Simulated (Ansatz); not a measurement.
Structure data:

```
CELL_PARAMETERS angstrom
10.98763 0.00000 0.00000
-5.49381 9.51557 0.00000
0.00000 0.00000 4.77480
ATOMIC_POSITIONS crystal
Sr 0.50000 0.00000 0.00000
```

Q: Interpret the file: composition, symmetry and coordination.

A: The element is strontium. The cell holds one atom.

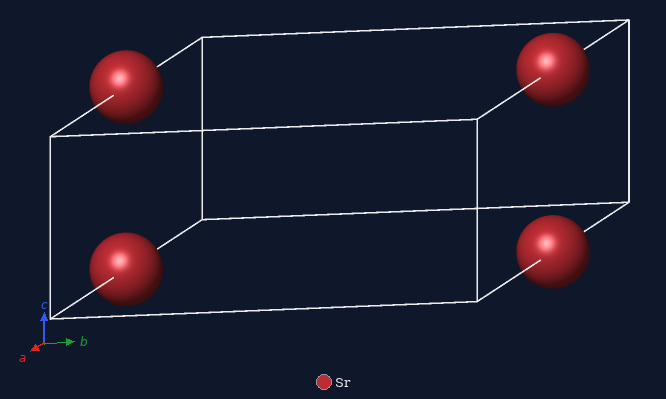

The image is a spheres-only drawing of a crystal, viewed slightly off an axis. The simulation cell is drawn as a box. Colours: strontium red.

It goes back to a structure listed in the Materials Project. The cell was then strained or its atoms displaced on purpose. A calculation with Ansatz used it as input.
